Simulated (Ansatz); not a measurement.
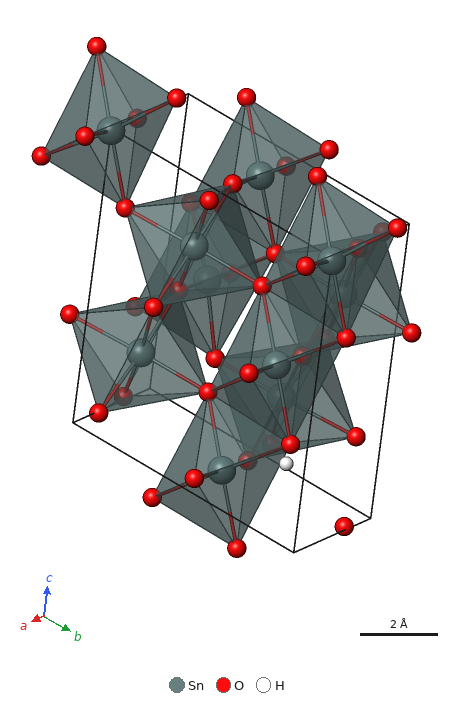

*The input geometry (polyhedral view of the cell of the calculation, seen slightly off an axis; polyhedra are completed across the faces of the cell).*

# Sn8HO16 (charge +1): nudged elastic band (part 1 of 3)

Sn8HO16 (defect cell, 25 atoms in the cell, total charge +1), computed with DFT PBE, scalar-relativistic, plane waves, PAW, no spin polarisation (Ansatz 0.2.0).

The structure derives from an entry of the Crystallography Open Database.

The input
```yaml
crystal:
  lattice:
    - [-4.8274195315, -4.8274195315, 0.0]
    - [4.8274195315, -4.8274195315, 0.0]
    - [0.0, 4.8274195315, 6.4761384825]
  atoms:
    - { symbol: Sn, position: [0.5042646824, 0.5010720936, 0.0019900191] }
    - { symbol: Sn, position: [0.7522922035, 0.7490467671, 0.4980077491] }
    - { symbol: Sn, position: [-0.0092699727, -0.0032895841, -0.0115787859] }
    - { symbol: Sn, position: [0.2523040755, 0.2583105786, 0.5115887703] }
    - { symbol: Sn, position: [0.1334661985, 0.5985897949, 0.2500018204] }
    - { symbol: Sn, position: [0.3743842739, 0.8750064886, 0.7498783478] }
    - { symbol: Sn, position: [0.6157425619, 0.1306155747, 0.2499983221] }
    - { symbol: Sn, position: [0.8744884928, 0.3751107992, 0.7501202924] }
    - { symbol: O, position: [0.1969100649, 0.5111695075, 0.0029477202] }
    - { symbol: O, position: [0.4439672375, 0.7582246769, 0.4970492264] }
    - { symbol: O, position: [0.6914922449, 0.0091718966, 0.0012828917] }
    - { symbol: O, position: [0.9402119838, 0.2579006534, 0.498716047] }
    - { symbol: O, position: [0.1364451032, 0.299548853, 0.250006479] }
    - { symbol: O, position: [0.3879301566, 0.5717469941, 0.7548595901] }
    - { symbol: O, position: [0.6571683374, 0.8227659685, 0.2500016779] }
    - { symbol: O, position: [0.8830662835, 0.0668695612, 0.7451474632] }
    - { symbol: O, position: [0.811844533, 0.4839391782, 0.0025401816] }
    - { symbol: O, position: [0.0593139877, 0.7314256625, 0.4974584649] }
    - { symbol: O, position: [0.3011174171, -0.0149451031, 0.0009496195] }
    - { symbol: O, position: [0.5501597293, 0.2341219484, 0.4990476038] }
    - { symbol: O, position: [0.0780025118, 0.9174171969, 0.2499500363] }
    - { symbol: O, position: [0.3653942517, 0.1815377811, 0.7524627427] }
    - { symbol: O, position: [0.6126022633, 0.4335819793, 0.2499960716] }
    - { symbol: O, position: [0.8629255282, 0.6790634924, 0.747530604] }
    - { symbol: H, position: [0.9324798063, 0.8990515461, 0.2499335535] }
total_charge: 1
basis:
  ecutwfc: 420
  xc_grid: 2
kpoints:
  mp_grid: { grid: [3, 3, 3], shift: [0.0, 0.0, 0.0] }
hamiltonian:
  xc: pbe
scf:
  occupations: { method: gaussian, width: 0.02 }
output:
  forces: true
neb:
  images: 5
  f_tol: 0.05
  max_iterations: 70
  order_check: false
  final_atoms:
    - { symbol: Sn, position: [0.4998718592, 0.4993842739, -0.0001216522] }
    - { symbol: Sn, position: [0.7443827474, 0.7407425619, 0.4999983221] }
    - { symbol: Sn, position: [9.4931e-06, -0.0005115072, 0.0001202924] }
    - { symbol: Sn, position: [0.2764120256, 0.2584661985, 0.5000018204] }
    - { symbol: Sn, position: [0.1259179255, 0.6292646824, 0.2519900191] }
    - { symbol: Sn, position: [0.373960982, 0.8772922035, 0.7480077491] }
    - { symbol: Sn, position: [0.6167107982, 0.1157300273, 0.2384212141] }
    - { symbol: Sn, position: [0.8782781917, 0.3773040755, 0.7615887703] }
    - { symbol: O, position: [0.1959249616, 0.4903942517, 0.0024627427] }
    - { symbol: O, position: [0.4414140923, 0.7376022633, 0.4999960716] }
    - { symbol: O, position: [0.6934671117, -0.0120744718, -0.002469396] }
    - { symbol: O, position: [0.9575328394, 0.2030025118, 0.4999500363] }
    - { symbol: O, position: [0.1167782127, 0.3219100649, 0.2529477202] }
    - { symbol: O, position: [0.3638245495, 0.5689672375, 0.7470492264] }
    - { symbol: O, position: [0.6171109951, 0.8164922449, 0.2512828917] }
    - { symbol: O, position: [0.8658153936, 0.0652119838, 0.748716047] }
    - { symbol: O, position: [0.808112596, 0.5129301566, 0.0048595901] }
    - { symbol: O, position: [0.0522357094, 0.7821683374, 0.5000016779] }
    - { symbol: O, position: [0.303277902, 0.0080662835, -0.0048525368] }
    - { symbol: O, position: [0.575457626, 0.2614451032, 0.500006479] }
    - { symbol: O, position: [0.1436010035, 0.936844533, 0.2525401816] }
    - { symbol: O, position: [0.3910328024, 0.1843139877, 0.7474584649] }
    - { symbol: O, position: [0.6408947226, 0.4261174171, 0.2509496195] }
    - { symbol: O, position: [0.8899256554, 0.6751597293, 0.7490476038] }
    - { symbol: H, position: [0.9758820075, 1.0574798063, 0.4999335535] }
```

Machine: 4 threads of Intel Xeon (Sapphire Rapids), 64 GiB of memory available, shared host.

Launched with:
```bash
ansatz run input.yaml --threads 4 --pin off --max-ram 10240MiB --backend cpu --events-out ev --progress --plain --runs-dir out
```

What the program printed
```
Warning: neb: disabling space-group detection — the band's intermediate images generally break the endpoint symmetry, so no spatial operation reduces the k-mesh or symmetrises the density, except that a semilocal band can use its path's symmetry ahead of convergence; time reversal is kept, so that k and −k are solved as one point where they differ and the mesh holds both, and exact exchange and, on two spinor components, a DFT+U term hold to it where the run has them: on two components no moment then forms, and a state that bears one, which a typed moment (crystal.atoms[].spin; refused beside efield: under a hybrid functional) reaches, can lie lower, under hf by electronvolts; crystal.symmetry.detect: false (a key that needs symmetry detection or time reversal refuses this as the deck is read) with time_reversal: false beside it drops time reversal too
Engine: ansatz 0.2.0, x86_64-unknown-linux-gnu
Pseudopotentials: kind: paw
Pseudopotential: Sn, paw, valence charge 14, recommended cutoff 420 eV (normal), Sn.paw.azcp
Pseudopotential: O, paw, valence charge 6, recommended cutoff 420 eV (normal), O.paw.azcp
Pseudopotential: H, paw, valence charge 1, recommended cutoff 420 eV (normal), H.paw.azcp
Functional definition: PBE
  parameter kappa = 0.804
  parameter beta = 0.06672455060314922
  exchange = pbe_x(kappa = kappa, mu = beta*pi^2/3)
  correlation = pbe_c(beta = beta)
parallel-image band execution: 4 concurrent image workers
NEB image 0
Crystal: 25 atoms, lattice volume = 301.840 Å³
Basis set: ecut = 420 eV, 5921 PW (Γ), exchange–correlation on 96×96×108 points (8 copies of the dense FFT grid, shifted against one another)
Bands: 129, of which v1, the nominal top of the filled ones, is band 104 counted from 1 (103 counted from 0)
Symmetry: 1 space group operations
k-points: 14 of 27 (time reversal used)
Non-local potential: Sn, projectors of the file, l = 0: 2, l = 1: 2, l = 2: 2, l = 3: 2
Non-local potential: O, projectors of the file, l = 0: 2, l = 1: 2, l = 2: 1
Non-local potential: H, projectors of the file, l = 0: 2, l = 1: 1
PAW form: soft (Blöchl's): semilocal exchange-correlation on the pseudo side does not see the compensation charge
PAW one-centre angular grid: Sn, 590 points (default); XC on 64 Gauss nodes
PAW one-centre angular grid: O, 110 points (default); XC on 64 Gauss nodes
PAW one-centre angular grid: H, 110 points (default); XC on 64 Gauss nodes
Initial density: superposition of atomic densities (neutral atoms scaled as one to the charged cell's electrons: chi_scale 0, normalization atom), corrected by the library's trained network
Initial wavefunctions: pseudopotential atomic-orbital guess
Functional: x = pbe(κ = 0.804, μ = 0.2195149727645171), c = pbe(β = 0.06672455060314922)
SCF iter   1: F=—  HF=-57298.440802 eV  |F-HF|=—  |Δ(HF+E_count)|=         —  Δρ=1.05e-2  dr2=2.52e-1  ethr=1.77e-3  ⟨swp⟩=5.7  Hψ=7171  notcnv=0  defer=61
preconditioner: auto → Resta (q_TF=auto, 2.564 Å⁻¹)  ε∞=3.5  [insulator: Δε(μ)=0.828 eV  Ē_g=19.476 eV  σ=0.020 eV  W_gap=1.00  n_scr=84 (ndim 8)  ℏωp=30.8 eV  f_vac=0.031  D(μ)=0.00/eV (n_scr^D=0)  ε∞_Penn≈3.5]
SCF iter   2: F=—  HF=-57298.339279 eV  |F-HF|=—  |Δ(HF+E_count)|=   1.02e-1  Δρ=4.08e-3  dr2=4.85e-2  ethr=1.21e-4  ⟨swp⟩=2.0  Hψ=3605  notcnv=0  defer=249
SCF iter   3: F=—  HF=-57298.313430 eV  |F-HF|=—  |Δ(HF+E_count)|=   2.58e-2  Δρ=1.13e-3  dr2=4.67e-3  ethr=2.33e-5  ⟨swp⟩=2.0  Hψ=3113  notcnv=0  defer=249
SCF iter   4: F=—  HF=-57298.312011 eV  |F-HF|=—  |Δ(HF+E_count)|=   1.42e-3  Δρ=8.45e-4  dr2=1.96e-3  ethr=2.25e-6  ⟨swp⟩=2.2  Hψ=2522  notcnv=0  defer=249
SCF iter   5: F=—  HF=-57298.311627 eV  |F-HF|=—  |Δ(HF+E_count)|=   3.84e-4  Δρ=1.92e-4  dr2=1.01e-4  ethr=9.44e-7  ⟨swp⟩=2.1  Hψ=2386  notcnv=0  defer=249
SCF iter   6: F=—  HF=-57298.311655 eV  |F-HF|=—  |Δ(HF+E_count)|=   2.74e-5  Δρ=1.02e-4  dr2=3.10e-5  ethr=4.85e-8  ⟨swp⟩=2.0  Hψ=2368  notcnv=0  defer=249
SCF iter   7: F=—  HF=-57298.311525 eV  |F-HF|=—  |Δ(HF+E_count)|=   1.30e-4  Δρ=3.03e-5  dr2=2.48e-6  ethr=1.49e-8  ⟨swp⟩=2.0  Hψ=2418  notcnv=0  defer=249
SCF iter   8: F=—  HF=-57298.311526 eV  |F-HF|=—  |Δ(HF+E_count)|=   1.40e-6  Δρ=1.61e-5  dr2=5.95e-7  ethr=1.19e-9  ⟨swp⟩=2.0  Hψ=2453  notcnv=0  defer=249
SCF iter   9: F=-57298.311527 eV  HF=-57298.311527 eV  |F-HF|=3.08e-8  |Δ(HF+E_count)|=   3.93e-7  Δρ=3.25e-6  dr2=3.16e-8  ethr=4.81e-11  ⟨swp⟩=4.0  Hψ=6485  notcnv=0
SCF 1 converged in 9 iterations: F = -57298.311527 eV  dr2 = 3.16e-8
  greatest PAW one-centre occupation: 0.996 electrons in one spin orbital (limit 2), on the Sn atom at site 0 (counted from 0), in its partial waves of l = 2
NSCF: frozen V_eff on 14 k-points
NEB image 6
SCF iter   1: F=—  HF=-57298.440942 eV  |F-HF|=—  |Δ(HF+E_count)|=         —  Δρ=1.05e-2  dr2=2.52e-1  ethr=1.77e-3  ⟨swp⟩=5.6  Hψ=7098  notcnv=0  defer=82
SCF iter   2: F=—  HF=-57298.339287 eV  |F-HF|=—  |Δ(HF+E_count)|=   1.02e-1  Δρ=4.07e-3  dr2=4.85e-2  ethr=1.21e-4  ⟨swp⟩=2.0  Hψ=3601  notcnv=0  defer=249
SCF iter   3: F=—  HF=-57298.313462 eV  |F-HF|=—  |Δ(HF+E_count)|=   2.58e-2  Δρ=1.14e-3  dr2=4.71e-3  ethr=2.33e-5  ⟨swp⟩=2.0  Hψ=3113  notcnv=0  defer=249
SCF iter   4: F=—  HF=-57298.312004 eV  |F-HF|=—  |Δ(HF+E_count)|=   1.46e-3  Δρ=8.33e-4  dr2=1.91e-3  ethr=2.26e-6  ⟨swp⟩=2.1  Hψ=2521  notcnv=0  defer=249
SCF iter   5: F=—  HF=-57298.311634 eV  |F-HF|=—  |Δ(HF+E_count)|=   3.70e-4  Δρ=1.95e-4  dr2=1.04e-4  ethr=9.20e-7  ⟨swp⟩=2.0  Hψ=2385  notcnv=0  defer=249
SCF iter   6: F=—  HF=-57298.311666 eV  |F-HF|=—  |Δ(HF+E_count)|=   3.13e-5  Δρ=1.03e-4  dr2=3.14e-5  ethr=4.99e-8  ⟨swp⟩=2.0  Hψ=2376  notcnv=0  defer=249
SCF iter   7: F=—  HF=-57298.311525 eV  |F-HF|=—  |Δ(HF+E_count)|=   1.41e-4  Δρ=3.03e-5  dr2=2.48e-6  ethr=1.51e-8  ⟨swp⟩=2.0  Hψ=2414  notcnv=0  defer=249
SCF iter   8: F=—  HF=-57298.311526 eV  |F-HF|=—  |Δ(HF+E_count)|=   1.40e-6  Δρ=1.65e-5  dr2=6.32e-7  ethr=1.19e-9  ⟨swp⟩=2.0  Hψ=2453  notcnv=0  defer=249
SCF iter   9: F=-57298.311527 eV  HF=-57298.311527 eV  |F-HF|=3.27e-8  |Δ(HF+E_count)|=   3.89e-7  Δρ=3.34e-6  dr2=3.33e-8  ethr=4.81e-11  ⟨swp⟩=4.0  Hψ=6545  notcnv=0
SCF 2 converged in 9 iterations: F = -57298.311527 eV  dr2 = 3.33e-8
[... from here on the iterations of each SCF are left out, up to the last one ...]
NSCF: frozen V_eff on 14 k-points
NEB end point (image 0): max|allowed force component| = 1.173e-2 eV/Å (the criterion of neb.relax_end_points is 1.000e-2)
NEB end point (image 6): max|allowed force component| = 1.173e-2 eV/Å (the criterion of neb.relax_end_points is 1.000e-2)
NEB image 1
preconditioner: auto → Resta (q_TF=auto, 2.564 Å⁻¹)  ε∞=3.5  [insulator: Δε(μ)=0.753 eV  Ē_g=19.395 eV  σ=0.020 eV  W_gap=1.00  n_scr=84 (ndim 8)  ℏωp=30.8 eV  f_vac=0.031  D(μ)=0.00/eV (n_scr^D=0)  ε∞_Penn≈3.5]
SCF 3 converged in 9 iterations: F = -57297.800720 eV  dr2 = 1.86e-8
NEB image 2
preconditioner: auto → Resta (q_TF=auto, 2.564 Å⁻¹)  ε∞=3.5  [insulator: Δε(μ)=0.701 eV  Ē_g=19.326 eV  σ=0.020 eV  W_gap=1.00  n_scr=84 (ndim 8)  ℏωp=30.8 eV  f_vac=0.032  D(μ)=0.00/eV (n_scr^D=0)  ε∞_Penn≈3.5]
SCF 4 converged in 9 iterations: F = -57296.929686 eV  dr2 = 7.02e-8
NEB image 3
preconditioner: auto → Resta (q_TF=auto, 2.564 Å⁻¹)  ε∞=3.5  [insulator: Δε(μ)=0.691 eV  Ē_g=19.309 eV  σ=0.020 eV  W_gap=1.00  n_scr=84 (ndim 8)  ℏωp=30.8 eV  f_vac=0.033  D(μ)=0.00/eV (n_scr^D=0)  ε∞_Penn≈3.5]
SCF 5 converged in 9 iterations: F = -57296.599371 eV  dr2 = 6.79e-8
NEB image 4
preconditioner: auto → Resta (q_TF=auto, 2.564 Å⁻¹)  ε∞=3.5  [insulator: Δε(μ)=0.700 eV  Ē_g=19.340 eV  σ=0.020 eV  W_gap=1.00  n_scr=84 (ndim 8)  ℏωp=30.8 eV  f_vac=0.033  D(μ)=0.00/eV (n_scr^D=0)  ε∞_Penn≈3.5]
SCF 6 converged in 9 iterations: F = -57297.070807 eV  dr2 = 4.24e-8
NEB image 5
preconditioner: auto → Resta (q_TF=auto, 2.564 Å⁻¹)  ε∞=3.5  [insulator: Δε(μ)=0.756 eV  Ē_g=19.413 eV  σ=0.020 eV  W_gap=1.00  n_scr=84 (ndim 8)  ℏωp=30.8 eV  f_vac=0.032  D(μ)=0.00/eV (n_scr^D=0)  ε∞_Penn≈3.5]
SCF 7 converged in 9 iterations: F = -57297.914341 eV  dr2 = 2.99e-8
NEB iter   1: max|band force component| = 2.269e0 eV/Å  barrier→ = 1.7122 eV  barrier← = 1.7122 eV  Δτ_max = 0.1611 Å  (63 SCF iters)
NEB image 1
Initial density: handed on by an earlier stage of this run
Initial wavefunctions: those handed on with the density
preconditioner: auto → Resta (q_TF=auto, 2.564 Å⁻¹)  ε∞=3.6  [insulator: Δε(μ)=0.755 eV  Ē_g=19.289 eV  σ=0.020 eV  W_gap=1.00  n_scr=84 (ndim 8)  ℏωp=30.8 eV  f_vac=0.038  D(μ)=0.00/eV (n_scr^D=0)  ε∞_Penn≈3.6]
SCF 8 converged in 9 iterations: F = -57298.085638 eV  dr2 = 2.19e-8
NEB image 2
preconditioner: auto → Resta (q_TF=auto, 2.564 Å⁻¹)  ε∞=3.6  [insulator: Δε(μ)=0.715 eV  Ē_g=19.224 eV  σ=0.020 eV  W_gap=1.00  n_scr=84 (ndim 8)  ℏωp=30.8 eV  f_vac=0.040  D(μ)=0.00/eV (n_scr^D=0)  ε∞_Penn≈3.6]
SCF 9 converged in 9 iterations: F = -57297.447454 eV  dr2 = 2.52e-8
NEB image 3
preconditioner: auto → Resta (q_TF=auto, 2.564 Å⁻¹)  ε∞=3.6  [insulator: Δε(μ)=0.700 eV  Ē_g=19.199 eV  σ=0.020 eV  W_gap=1.00  n_scr=84 (ndim 8)  ℏωp=30.8 eV  f_vac=0.040  D(μ)=0.00/eV (n_scr^D=0)  ε∞_Penn≈3.6]
SCF 10 converged in 9 iterations: F = -57297.091862 eV  dr2 = 2.04e-8
NEB image 4
preconditioner: auto → Resta (q_TF=auto, 2.564 Å⁻¹)  ε∞=3.6  [insulator: Δε(μ)=0.716 eV  Ē_g=19.235 eV  σ=0.020 eV  W_gap=1.00  n_scr=84 (ndim 8)  ℏωp=30.8 eV  f_vac=0.039  D(μ)=0.00/eV (n_scr^D=0)  ε∞_Penn≈3.6]
SCF 11 converged in 9 iterations: F = -57297.556811 eV  dr2 = 2.54e-8
NEB image 5
preconditioner: auto → Resta (q_TF=auto, 2.564 Å⁻¹)  ε∞=3.6  [insulator: Δε(μ)=0.754 eV  Ē_g=19.299 eV  σ=0.020 eV  W_gap=1.00  n_scr=84 (ndim 8)  ℏωp=30.8 eV  f_vac=0.038  D(μ)=0.00/eV (n_scr^D=0)  ε∞_Penn≈3.6]
SCF 12 converged in 9 iterations: F = -57298.132448 eV  dr2 = 1.86e-8
NEB iter   2: max|band force component| = 1.836e0 eV/Å  barrier→ = 1.2197 eV  barrier← = 1.2197 eV  Δτ_max = 0.2000 Å  (45 SCF iters)
[... from here on the SCF iterations and repeated set-up lines of each step are left out, up to the last step ...]
NEB image 1
SCF 13 converged in 10 iterations: F = -57297.902524 eV  dr2 = 4.18e-9
NEB image 2
SCF 14 converged in 10 iterations: F = -57297.515238 eV  dr2 = 1.26e-8
NEB image 3
SCF 15 converged in 10 iterations: F = -57297.199658 eV  dr2 = 1.23e-8
NEB image 4
SCF 16 converged in 10 iterations: F = -57297.625208 eV  dr2 = 1.16e-8
NEB image 5
SCF 17 converged in 9 iterations: F = -57297.990816 eV  dr2 = 9.10e-8
NEB iter   3: max|band force component| = 4.270e0 eV/Å  barrier→ = 1.1119 eV  barrier← = 1.1119 eV  Δτ_max = 0.0999 Å  (49 SCF iters)
NEB image 1
SCF 18 converged in 9 iterations: F = -57298.190266 eV  dr2 = 3.32e-8
NEB image 2
SCF 19 converged in 9 iterations: F = -57297.812507 eV  dr2 = 4.03e-8
NEB image 3
SCF 20 converged in 9 iterations: F = -57297.484857 eV  dr2 = 1.46e-8
NEB image 4
SCF 21 converged in 9 iterations: F = -57297.865345 eV  dr2 = 5.93e-8
NEB image 5
SCF 22 converged in 8 iterations: F = -57298.203688 eV  dr2 = 6.30e-8
NEB iter   4: max|band force component| = 1.343e0 eV/Å  barrier→ = 0.8267 eV  barrier← = 0.8267 eV  Δτ_max = 0.1556 Å  (44 SCF iters)
NEB image 1
SCF 23 converged in 8 iterations: F = -57298.212574 eV  dr2 = 2.25e-8
NEB image 2
SCF 24 converged in 9 iterations: F = -57297.907314 eV  dr2 = 1.10e-8
NEB image 3
SCF 25 converged in 9 iterations: F = -57297.569326 eV  dr2 = 5.39e-9
NEB image 4
SCF 26 converged in 8 iterations: F = -57297.945935 eV  dr2 = 7.35e-8
NEB image 5
SCF 27 converged in 7 iterations: F = -57298.217484 eV  dr2 = 8.71e-8
NEB iter   5: max|band force component| = 5.941e-1 eV/Å  barrier→ = 0.7422 eV  barrier← = 0.7422 eV  Δτ_max = 0.0469 Å  (41 SCF iters)
NEB image 1
SCF 28 converged in 8 iterations: F = -57298.222654 eV  dr2 = 4.95e-8
NEB image 2
SCF 29 converged in 9 iterations: F = -57297.924905 eV  dr2 = 6.50e-9
NEB image 3
SCF 30 converged in 8 iterations: F = -57297.593193 eV  dr2 = 8.50e-8
NEB image 4
SCF 31 converged in 8 iterations: F = -57297.965473 eV  dr2 = 7.81e-8
NEB image 5
SCF 32 converged in 8 iterations: F = -57298.226321 eV  dr2 = 2.96e-8
```
